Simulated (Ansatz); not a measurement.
**Single-point calculation, with input and output: CdSe**

CdSe (F-43m, 2 atoms in the cell), computed with DFT, r2SCAN, PAW, plane waves (Ansatz 0.2.0).

The structure was built on a prototype by a generator.

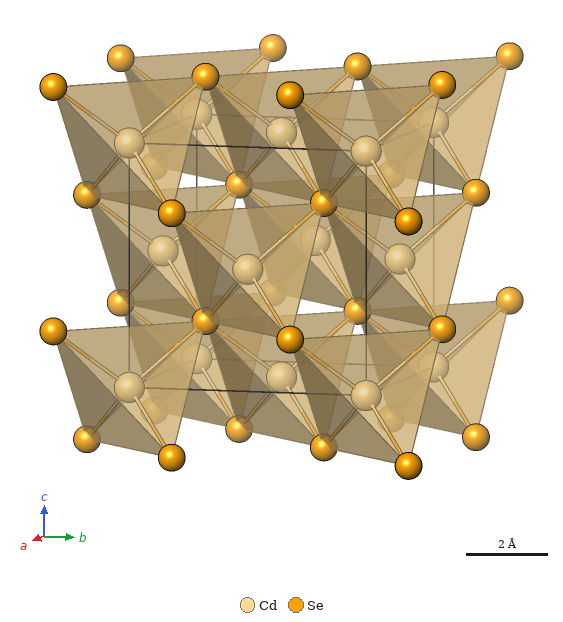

Fig. 1: The input geometry (polyhedral view of the cell 4 times as large as that of the calculation, set on its symmetry axes, seen slightly off an axis; polyhedra are completed across the faces of the cell).

Summary

```tsv
quantity	value
outcome	converged
space group (tolerance 0.01 Å)	F-43m (216)
electrons treated	36
free energy	−13747.8288 eV
Fermi energy	7.751 eV
largest force (length of the vector)	under 0.001 eV/Å
hardware	7 CPU threads, shared host
wall time	2 s (CPU time 9.8 s)
peak memory	0.68 GiB
```

Input
```yaml
crystal:
  lattice:
    - [0.000000, 3.040000, 3.040000]
    - [3.040000, 0.000000, 3.040000]
    - [3.040000, 3.040000, 0.000000]
  atoms:
    - { symbol: Cd, position: [0.000000, 0.000000, 0.000000] }
    - { symbol: Se, position: [0.250000, 0.250000, 0.250000] }
kpoints:
  mp_grid: { grid: [7, 7, 7] }
  band_path: { path: [VBM, CBM], npoints: 2 }
hamiltonian:
  xc: r2scan
scf:
  occupations: { method: fermi_dirac, width: 0.01 }
output:
  forces: true
  eigenvalues: true
  populations: true
```

Output
```
Pseudopotentials: kind: paw
Functional definition: r2SCAN
  parameter k0 = 0.174
  parameter k1 = 0.065
  parameter a1 = 4.9479
  exchange = r2scan_x(k0 = k0, k1 = k1, a1 = a1)
  correlation = r2scan_c
Crystal: 2 atoms, lattice volume = 56.189 Å³
Basis set: ecut = 500 eV, 1411 PW (Γ), exchange–correlation on 128×128×128 points (64 copies of the dense FFT grid, shifted against one another)
Bands: 22, of which v1, the nominal top of the filled ones, is band 18 counted from 1 (17 counted from 0)
Symmetry: 24 space group operations
Space group: F-43m (ITA 216), of the structure as read, at distance tolerance 3.8e-5 Å
k-points: 20 of 343 (time reversal used)
Non-local potential: Cd, projectors of the file, l = 0: 3, l = 1: 2, l = 2: 2, l = 3: 1
Non-local potential: Se, projectors of the file, l = 0: 2, l = 1: 2, l = 2: 3, l = 3: 1
PAW form: soft (Blöchl's): semilocal exchange-correlation on the pseudo side does not see the compensation charge
PAW frozen core: Cd, regenerated for the run's functional (the file was generated under x = pbe(κ = 0.804, μ = 0.2195149727645171), c = pbe(β = 0.06672455060314922))
PAW frozen core: Se, regenerated for the run's functional (the file was generated under x = pbe(κ = 0.804, μ = 0.2195149727645171), c = pbe(β = 0.06672455060314922))
PAW one-centre angular grid: Cd, 590 points (default); XC on 160 Gauss nodes
PAW one-centre angular grid: Se, 590 points (default); XC on 160 Gauss nodes
Initial density: superposition of atomic densities (neutral atoms: chi_scale 0, normalization atom), corrected by the library's trained network
Initial wavefunctions: pseudopotential atomic-orbital guess
Functional: x = r2scan, c = r2scan; τ floored in thin density (d = 2e-4 eV/Å³)
SCF iter   1: F=—  HF=-13747.819422 eV  |F-HF|=—  |Δ(HF+E_count)|=         —  Δρ=5.24e-3  dr2=9.46e-3  dr2_τ=1.53e-2  ethr=1.77e-3  ⟨swp⟩=6.0  Hψ=1934  notcnv=0
preconditioner: auto → none  [insulator: Δε(μ)=1.102 eV  Ē_g=12.856 eV  σ=0.010 eV  W_gap=1.00  n_scr=14 (ndim 8)  ℏωp=21.0 eV  f_vac=0.202  D(μ)=0.00/eV (n_scr^D=0)  ε∞_Penn≈3.7]
SCF iter   2: F=—  HF=-13747.827858 eV  |F-HF|=—  |Δ(HF+E_count)|=   8.44e-3  Δρ=2.49e-3  dr2=1.30e-3  dr2_τ=4.22e-4  ethr=2.63e-5  ⟨swp⟩=3.0  Hψ=1025  notcnv=0
SCF iter   3: F=—  HF=-13747.828680 eV  |F-HF|=—  |Δ(HF+E_count)|=   8.23e-4  Δρ=8.77e-4  dr2=2.19e-4  dr2_τ=2.57e-5  ethr=3.61e-6  ⟨swp⟩=2.2  Hψ=640  notcnv=0
SCF iter   4: F=—  HF=-13747.828776 eV  |F-HF|=—  |Δ(HF+E_count)|=   9.59e-5  Δρ=8.19e-5  dr2=3.25e-6  dr2_τ=1.99e-7  ethr=6.09e-7  ⟨swp⟩=2.1  Hψ=765  notcnv=0
SCF iter   5: F=—  HF=-13747.828776 eV  |F-HF|=—  |Δ(HF+E_count)|=   4.21e-7  Δρ=2.87e-5  dr2=2.21e-7  dr2_τ=1.59e-8  ethr=9.04e-9  ⟨swp⟩=2.0  Hψ=729  notcnv=0
SCF iter   6: F=-13747.828776 eV  HF=-13747.828776 eV  |F-HF|=4.33e-9  |Δ(HF+E_count)|=   1.71e-7  Δρ=6.62e-6  dr2=1.81e-8  dr2_τ=2.87e-9  ethr=2.78e-10  ⟨swp⟩=5.0  Hψ=1833  notcnv=0
SCF 1 converged in 6 iterations: F = -13747.828776 eV  dr2 = 1.81e-8
  greatest PAW one-centre occupation: 1.001 electrons in one spin orbital (limit 2), on the Cd atom at site 0 (counted from 0), in its partial waves of l = 1
NSCF: frozen V_eff on 16 k-points
NSCF: frozen V_eff on 16 k-points
NSCF: frozen V_eff on 7 k-points
NSCF: frozen V_eff on 2 k-points
NSCF: frozen V_eff on 2 k-points
NSCF: frozen V_eff on 2 k-points
NSCF: frozen V_eff on 2 k-points
NSCF: frozen V_eff on 2 k-points
NSCF: frozen V_eff on 2 k-points
NSCF: frozen V_eff on 3 k-points
SCF converged after 6 iterations
Free energy (F): -13747.828776 eV
Harris-Foulkes:  -13747.828776 eV  (|F-HF|=4.33e-9)
Internal energy: -13747.828776 eV  (E = F + TS)
E sigma→0 (E₀):  -13747.828776 eV
Fermi energy:    7.750516 eV
--- Per-component energies (eV) ---
  E_band       = -927.389427
  E_kinetic    = 624.760088
  E_local      = -6376.404709  (includes V_loc(G=0)·N_el)
  E_nonlocal   = -560.786402
  E_hartree    = 3034.473274
  E_xc         = -266.903045
  E_vxc        = -352.032278  (∫ρ·V_xc dr)
  E_paw        = -6031.243932  (= ΣΔE_a)
  E_vpaw       = -354.397574  (= ΣTr[D̂ρ^β])
  E_aug_tail   = -0.000204  (compensation charges beyond the density's cutoff)
  E_vtau       = 22.532031  (kinetic-family band-sum trace: ∫τ·v_τ [+ j·A + Jᵃ·Aᵃ] dr)
  E_ewald      = -4169.394306
  E_core_change = -2.329541  (= ΣΔE_core)
  E_smearing   = -0.000000  (= −TS)
  E_closure    = -0.000000  (closes the sum)
  Σ components = -13747.828776   (vs F -13747.828776, Δ=0.00e0)
--- Forces (eV/Å), atoms counted from 1 ---
  atom   1  Cd     0.00000000    -0.00000000    -0.00000000
  atom   2  Se    -0.00000000     0.00000000    -0.00000000
  max |Σ_I F_I| component: 7.86e-17 eV/Å
--- Band table (eV; the first three rows and the last of 20) ---
  k-point 0: bands = ["-97.2118", "-57.3720", "-57.3720", "-57.3720", "-40.1576", "-40.1576", "-40.1576", "-40.1529", "-40.1529", "-5.8154", "-1.0065", "-1.0065", "-1.0065", "-0.6099", "-0.6099", "7.1962", "7.1962", "7.1962", "8.2938", "13.6870", "13.6870", "13.6870"]
  k-point 1: bands = ["-97.2118", "-57.3721", "-57.3720", "-57.3720", "-40.1576", "-40.1576", "-40.1576", "-40.1529", "-40.1529", "-5.7444", "-0.9836", "-0.9836", "-0.9376", "-0.6107", "-0.6107", "5.8558", "7.0359", "7.0359", "9.3609", "13.4019", "13.9461", "13.9461"]
  k-point 2: bands = ["-97.2118", "-57.3722", "-57.3721", "-57.3721", "-40.1576", "-40.1576", "-40.1576", "-40.1528", "-40.1528", "-5.5829", "-0.9380", "-0.9380", "-0.7046", "-0.6045", "-0.6045", "4.1643", "6.7094", "6.7094", "10.0429", "13.8364", "14.2316", "14.2316"]
  k-point 19: bands = ["-97.2118", "-57.3723", "-57.3722", "-57.3721", "-40.1577", "-40.1576", "-40.1575", "-40.1529", "-40.1528", "-5.3229", "-0.8257", "-0.7968", "-0.6508", "-0.5982", "-0.1238", "3.2170", "4.6855", "5.3949", "12.1003", "12.9496", "14.5611", "15.6665"]
--- Löwdin populations: 2 sites ---
  site symbol       q [e]
     0     Cd     18.7279
     1     Se     17.0938
  spilling = 0.004952 (of n_electrons = 36.000000)
```
